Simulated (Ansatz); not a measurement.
# Single-point calculation, with input and output: O

System: O (4 atoms in the cell).
Method: DFT, PBE, PAW with Ansatz's default frozen-core files, scalar-relativistic (Ansatz 0.2.0).

The structure derives from a Materials Project entry. It belongs to a series of runs on one base structure; here: parallel moments on spinors, PAW files. Figures and captions count atoms from 1; the log counts them from 0 in places.

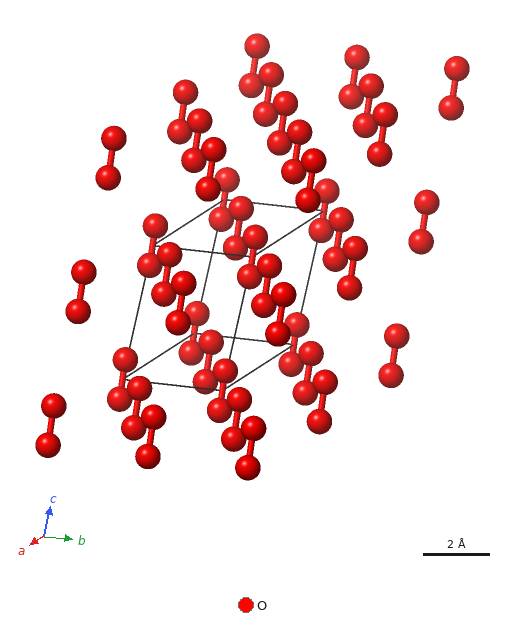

*The structure as given in the input (ball-and-stick view of the cell of the calculation, set on other vectors, repeated 2 × 2 × 2, seen slightly off an axis).*

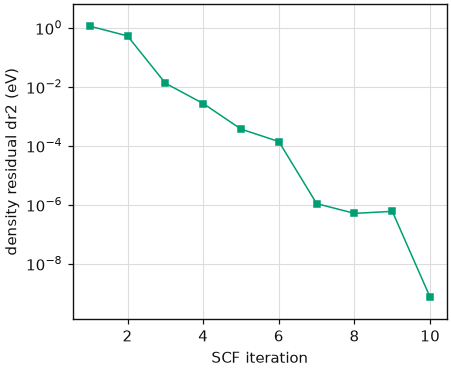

*Convergence of the self-consistent field: density residual dr2 against the SCF iteration.*

The residual falls almost steadily, with no more than small rises.

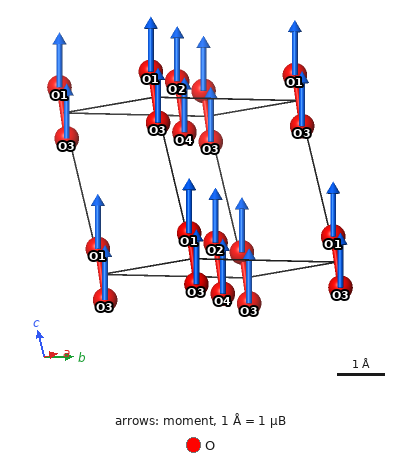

*Magnetic moments of the sites as blue arrows (ball-and-stick view of the cell of the calculation, set on other vectors, seen at an oblique angle; atoms are numbered from 1 in the order of the input); small moments hardly show.*

Site moments: all 4 O atoms (1.20 μB). They are counted near the atoms and needn't add up to the moment of the cell.

The input that produced these results follows, with the program's output.

### Input
```yaml
crystal:
  lattice:
    - [-2.3944914034, 0.0, 3.6470501824]
    - [0.0, -3.32483188, 0.0]
    - [3.3083143032, 0.0, 3.6470501824]
  atoms:
    - { symbol: O, position: [0.13012019, 0.0, 0.02545383], spin: 0.6, spin_axis: [0.0, 0.0, 1.0] }
    - { symbol: O, position: [0.63012019, 0.5, 0.52545383], spin: 0.6, spin_axis: [0.0, 0.0, 1.0] }
    - { symbol: O, position: [0.86987981, 0.0, 0.97454617], spin: 0.6, spin_axis: [0.0, 0.0, 1.0] }
    - { symbol: O, position: [0.36987981, 0.5, 0.47454617], spin: 0.6, spin_axis: [0.0, 0.0, 1.0] }
magnetization:
  noncollinear: true
kpoints:
  mp_grid: { grid: [6, 8, 5] }
scf:
  occupations: { method: fermi_dirac, width: 0.05 }
  lower_state_search: "off"
hamiltonian:
  xc: pbe
  pseudopotentials: { kind: paw }
output:
  eigenvalues: false
```

Launch command:
```bash
ansatz run input.yaml --threads 2 --pin off --max-ram 6144MiB --backend cpu --events-out ev --progress --plain --runs-dir out
```

### Output
```
settings of this run that can trade accuracy for cost: output.eigenvalues: false. Do not mix this run's numbers with those of runs without the same settings; the input reference describes each key
Engine: ansatz 0.2.0, aarch64-unknown-linux-gnu
Pseudopotentials: kind: paw
Pseudopotential: O, paw, valence charge 6, recommended cutoff 420 eV (normal), O.paw.azcp
Functional definition: PBE
  parameter kappa = 0.804
  parameter beta = 0.06672455060314922
  exchange = pbe_x(kappa = kappa, mu = beta*pi^2/3)
  correlation = pbe_c(beta = beta)
Crystal: 4 atoms, lattice volume = 69.151 Å³
Basis set: ecut = 420 eV, 1365 PW (Γ)
Bands: 32, of which v1, the nominal top of the filled ones, is band 24 counted from 1 (23 counted from 0)
Symmetry: 8 space group operations + 8 with time reversal
Moments: of one size on atoms that these operations exchange, one fixing the others by the rotation that the starting moments gave each, and all in one plane where the starting moments lie in one or along one axis (crystal.symmetry.detect: false holds none)
k-points: 80 of 240
Non-local potential: O, projectors of the file, l = 0: 2, l = 1: 2, l = 2: 1
PAW form: soft (Blöchl's): semilocal exchange-correlation on the pseudo side does not see the compensation charge
PAW one-centre angular grid: O, 110 points (default); XC on 64 Gauss nodes
Initial density: superposition of atomic densities (chi_scale 0.1, normalization cell)
Starting moments: Σ|m| = 2.4 μB on 4 of 4 sites
Initial wavefunctions: pseudopotential atomic-orbital guess
Functional: x = pbe(κ = 0.804, μ = 0.2195149727645171), c = pbe(β = 0.06672455060314922)
SCF iter   1: F=—  HF=-2259.269979 eV  |F-HF|=—  |Δ(HF+E_count)|=         —  Δρ=1.05e-1  dr2=1.14e0  dr2_m=1.75e0  ethr=3.10e-3  |M|=3.92e0 ∫|m|=3.92e0 μB  |m|>n=0.0e0 m-floor=0.0e0 τ_xc=0.0e0  β_m=1.00  ⟨swp⟩=5.5  Hψ=10063  notcnv=0
preconditioner: auto → none  [metal: Δε(μ)=0.063 eV  Ē_g=11.542 eV  σ=0.050 eV  W_gap=0.30  n_scr=10 (ndim 8)  ℏωp=20.0 eV  f_vac=0.167  D(μ)=1.30/eV (n_scr^D=6)  sad-step TF]
SCF iter   2: F=—  HF=-2259.575631 eV  |F-HF|=—  |Δ(HF+E_count)|=   3.06e-1  Δρ=4.50e-2  dr2=5.30e-1  dr2_m=5.87e-2  ethr=3.10e-3  |M|=4.00e0 ∫|m|=4.05e0 μB  |m|>n=0.0e0 m-floor=0.0e0 τ_xc=0.0e0  β_m=1.00  ⟨swp⟩=2.0  Hψ=5600  notcnv=0
SCF iter   3: F=—  HF=-2259.554260 eV  |F-HF|=—  |Δ(HF+E_count)|=   2.14e-2  Δρ=7.42e-3  dr2=1.32e-2  dr2_m=1.03e-3  ethr=2.21e-3  |M|=4.00e0 ∫|m|=4.06e0 μB  |m|>n=0.0e0 m-floor=0.0e0 τ_xc=0.0e0  β_m=1.00  ⟨swp⟩=2.0  Hψ=4822  notcnv=0
SCF iter   4: F=—  HF=-2259.688538 eV  |F-HF|=—  |Δ(HF+E_count)|=   1.34e-1  Δρ=2.99e-3  dr2=2.70e-3  dr2_m=1.61e-4  ethr=5.50e-5  |M|=4.00e0 ∫|m|=4.06e0 μB  |m|>n=0.0e0 m-floor=0.0e0 τ_xc=0.0e0  β_m=1.00  ⟨swp⟩=2.1  Hψ=5167  notcnv=0  defer=34
SCF iter   5: F=—  HF=-2259.759280 eV  |F-HF|=—  |Δ(HF+E_count)|=   7.07e-2  Δρ=9.56e-4  dr2=3.66e-4  dr2_m=3.94e-5  ethr=1.12e-5  |M|=4.00e0 ∫|m|=4.06e0 μB  |m|>n=0.0e0 m-floor=0.0e0 τ_xc=0.0e0  β_m=0.30  ⟨swp⟩=2.0  Hψ=4526  notcnv=0  defer=35
Mixer restart at iter 5: flushing history
spin-set hold released at iteration 5 (site moments contracting): the magnetisation degrees of freedom join the quasi-Newton model from the next iteration; the mixer history was flushed
SCF iter   6: F=—  HF=-2259.795662 eV  |F-HF|=—  |Δ(HF+E_count)|=   3.64e-2  Δρ=6.16e-4  dr2=1.38e-4  dr2_m=5.08e-5  ethr=1.52e-6  |M|=4.00e0 ∫|m|=4.07e0 μB  |m|>n=0.0e0 m-floor=0.0e0 τ_xc=0.0e0  β_m=0.65  ⟨swp⟩=2.0  Hψ=4773  notcnv=0  defer=35
SCF iter   7: F=—  HF=-2259.832424 eV  |F-HF|=—  |Δ(HF+E_count)|=   3.68e-2  Δρ=3.87e-4  dr2=1.08e-6  dr2_m=2.37e-5  ethr=5.73e-7  |M|=4.00e0 ∫|m|=4.07e0 μB  |m|>n=0.0e0 m-floor=0.0e0 τ_xc=0.0e0  β_m=0.78  ⟨swp⟩=3.1  Hψ=6295  notcnv=0  defer=35
SCF iter   8: F=—  HF=-2259.832436 eV  |F-HF|=—  |Δ(HF+E_count)|=   1.16e-5  Δρ=1.07e-4  dr2=5.05e-7  dr2_m=1.80e-6  ethr=4.50e-9  |M|=4.00e0 ∫|m|=4.07e0 μB  |m|>n=0.0e0 m-floor=0.0e0 τ_xc=0.0e0  β_m=0.89  ⟨swp⟩=2.7  Hψ=4526  notcnv=0  defer=35
SCF iter   9: F=—  HF=-2259.832437 eV  |F-HF|=—  |Δ(HF+E_count)|=   1.58e-6  Δρ=3.45e-5  dr2=5.91e-7  dr2_m=4.60e-8  ethr=2.11e-9  |M|=4.00e0 ∫|m|=4.07e0 μB  |m|>n=0.0e0 m-floor=0.0e0 τ_xc=0.0e0  β_m=0.73  ⟨swp⟩=2.0  Hψ=4444  notcnv=0  defer=35
SCF iter  10: F=-2259.832437 eV  HF=-2259.832437 eV  |F-HF|=8.67e-10  |Δ(HF+E_count)|=   2.35e-7  Δρ=3.30e-6  dr2=7.14e-10  dr2_m=1.73e-9  ethr=4.17e-10  |M|=4.00e0 ∫|m|=4.07e0 μB  |m|>n=0.0e0 m-floor=0.0e0 τ_xc=0.0e0  ⟨swp⟩=1.6  Hψ=7230  notcnv=0
SCF 1 converged in 10 iterations: F = -2259.832437 eV  dr2 = 7.14e-10
  greatest PAW one-centre occupation: 0.883 electrons in one spin orbital (limit 2), on the O atom at site 3 (counted from 0), in its partial waves of l = 0
SCF converged after 10 iterations
Stability not checked: this state was not tested for a lower state beside it, because this non-collinear magnet's GGA is evaluated by the locally collinear projection, under which the energy is not smooth in the magnetisation (locally_collinear_gga; see scf.lower_state_search)
Magnetization: |M| = 4.0000 μB,  M = (+0.0000, +0.0000, +4.0000) μB
Absolute magnetization: 4.0696 μB (∫|m|, with the PAW one-centre terms)
Moment direction: held on its axis by an average over the rotations of spin about it
  site 0: m = (+0.0000, +0.0000, +0.5606) μB, |m| = 0.5606 μB  (R = 0.50 Å)
  site 1: m = (+0.0000, +0.0000, +0.5606) μB, |m| = 0.5606 μB  (R = 0.50 Å)
  site 2: m = (+0.0000, +0.0000, +0.5606) μB, |m| = 0.5606 μB  (R = 0.50 Å)
  site 3: m = (+0.0000, +0.0000, +0.5606) μB, |m| = 0.5606 μB  (R = 0.50 Å)
Free energy (F): -2259.832437 eV
Harris-Foulkes:  -2259.832437 eV  (|F-HF|=8.67e-10)
Internal energy: -2259.832437 eV  (E = F + TS)
E sigma→0 (E₀):  -2259.832437 eV
Entropy (-TS):   -0.000000 eV (-0.000 meV/atom)
Fermi energy:    -0.333091 eV
--- Per-component energies (eV) ---
  E_band       = -253.733113
  E_kinetic    = 682.677996
  E_local      = -2016.783124  (includes V_loc(G=0)·N_el)
  E_nonlocal   = 195.740631
  E_hartree    = 694.751340
  E_xc         = -286.537721
  E_vxc        = -364.719883  (∫ρ·V_xc dr)
  E_paw        = -629.681843  (= ΣΔE_a)
  E_vpaw       = -140.162000  (= ΣTr[D̂ρ^β])
  E_aug_tail   = 0.009397  (compensation charges beyond the density's cutoff)
  E_ewald      = -900.009113
  E_smearing   = -0.000000  (= −TS)
  E_closure    = 0.000000  (closes the sum)
  Σ components = -2259.832437   (vs F -2259.832437, Δ=0.00e0)
settings of this run that can trade accuracy for cost: output.eigenvalues: false. Do not mix this run's numbers with those of runs without the same settings; the input reference describes each key
```

### Results in brief

```csv
quantity,value
outcome,converged
space group (tolerance 0.01 Å),C2/m (12)
electrons treated,24
free energy,−2259.8324 eV
Fermi energy,−0.333 eV
net moment of the cell,4.00 μB
integrated absolute moment,4.07 μB
hardware,"2 threads of Arm Neoverse V1, 24 GiB of memory available, shared host"
wall time,20 s (CPU time 40 s)
peak memory,0.52 GiB
```
